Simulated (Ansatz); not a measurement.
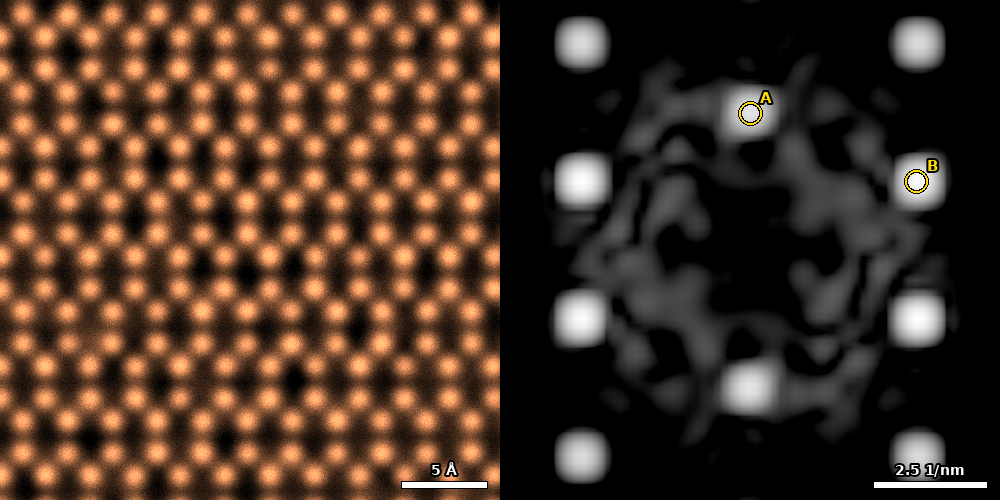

Z-contrast image of Ir (Cmcm, No. 63) along [001]. The image is simulated as a sum over atoms of Z^1.8, blurred by a 1.18 Å probe (no channelling). The probe carries 25 % of its weight in a tail 2.5 times as wide. Shot noise and the speckle of an amorphous layer were added. Atomic positions: the input geometry of an electronic-structure calculation (not necessarily at equilibrium); the starting structure was generated, so it need not be a known form of this composition.

The right panel is the modulus of the image's Fourier transform on a logarithmic scale.

a = 2.693 Å, b = 6.581 Å, c = 3.615 Å, α = 90.00°, β = 90.00°, γ = 90.00°

Index the marked spots and give their plane spacings (the zone axis points at the viewer; indices equivalent by symmetry, or all signs reversed, are as good).

Answer. A: (0 -2 0), d = 3.29 Å; B: (-1 -1 0), d = 2.49 Å. A and B enclose 68°, and every spot obeys the zone law hu + kv + lw = 0 for [001].
